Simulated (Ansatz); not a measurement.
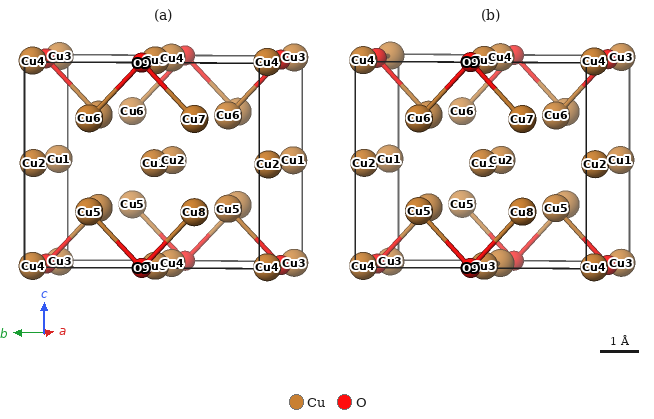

The structure of solid Cu8O (set up in Cmmm) before (left) and after (right) a relaxation, at one scale.

A ball-and-stick model of the conventional cell (2 times the calculation's cell), seen from a free direction. Lengths and directions refer to the drawn axes.

The calculation used Ansatz, DFT r2SCAN+U, scalar-relativistic, plane waves, PAW. Settings: plane-wave cutoff 500 eV; k-point mesh 8 × 8 × 8; occupations gaussian; smearing width 0.1 eV; U Cu 4.0 eV; no spin polarisation; cell and atoms relaxed; force threshold 0.005 eV/Å; at most 80 steps.

Question: Summarise the run.

Answer: The run was cut off at its time limit before the program reported convergence, but its last step already meets the force threshold: the largest component is 0.0015 eV/Å against 0.005 eV/Å. The pressure is within 0.01 GPa of its target. The largest moves relative to the cell, 0.013 Å, are those of Cu1 and Cu2. Cu1 goes along +a. O stays in place. The volume changes by −1.3 %, with a 6.176 → 6.181 Å (+0.1 %), b 6.319 → 6.219 Å (−1.6 %), c 5.437 → 5.449 Å (+0.2 %). Near-neighbour distances that change, for instance: Cu1–Cu5 2.506 → 2.477 Å, Cu1–Cu2 2.620 → 2.596 Å, Cu3–Cu4 2.324 → 2.307 Å, Cu5–Cu6 2.470 → 2.453 Å. The space group stays Cmmm (No. 65). After 4 geometry steps the energy has fallen by 2.0 meV per atom. The largest force component goes from 0.24 to 0.0015 eV/Å. The pressure goes from −1.68 to 0.00 GPa. Cost: 8.9 min on 2 threads of Arm Neoverse V2, with other jobs on the host, peak memory 1.9 GiB.

Limits of the set-up: layers or molecules are held without a dispersion correction, so their spacing is unreliable.
